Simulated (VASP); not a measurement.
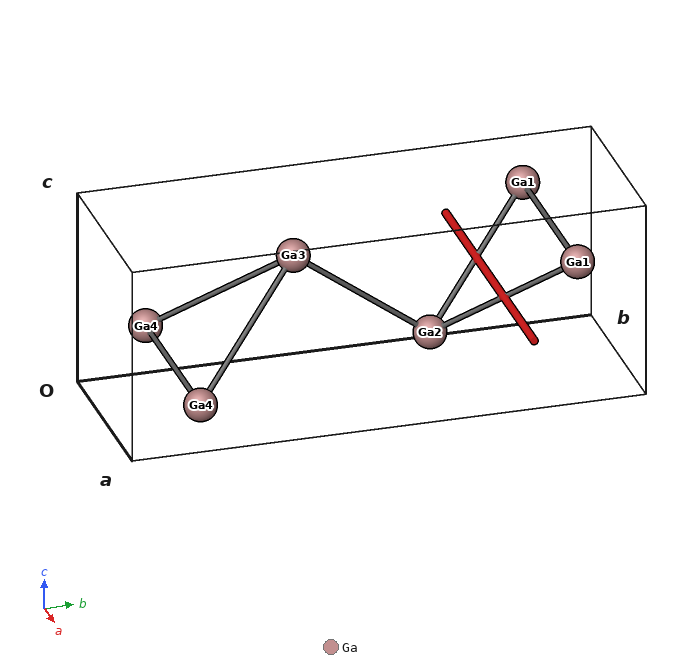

Crystal: Ga, an entry of the Crystallography Open Database, as set up for an electronic-structure calculation. The coloured rod is the axis of a symmetry operation of the crystal. Symmetry computed with spglib at a tolerance of 0.002 Å; standard conventional cell.

a = 2.900 Å, b = 8.130 Å, c = 3.170 Å, α = 90.00°, β = 90.00°, γ = 90.00°.

| atom | x | y | z |
| --- | --- | --- | --- |
| Ga1 | 0.0000 | 0.8670 | 0.7500 |
| Ga2 | 0.5000 | 0.6330 | 0.2500 |
| Ga3 | 0.5000 | 0.3670 | 0.7500 |
| Ga4 | 0.0000 | 0.1330 | 0.2500 |

Take the operation x, y, z → x+1/2, −y+3/2, −z+1.

What kind of operation is it, and where does it lie?

It is a 2₁ screw rotation with translation (1/2, 0, 0), about the line along [1 0 0] through (1/2, 3/4, 1/2).

Onto which atom does it carry each atom (up to whole multiples of a, b and c)?

Ga1 → Ga2, Ga2 → Ga1, Ga3 → Ga4, Ga4 → Ga3.

What is the crystal's space group?

No. 63, Cmcm.
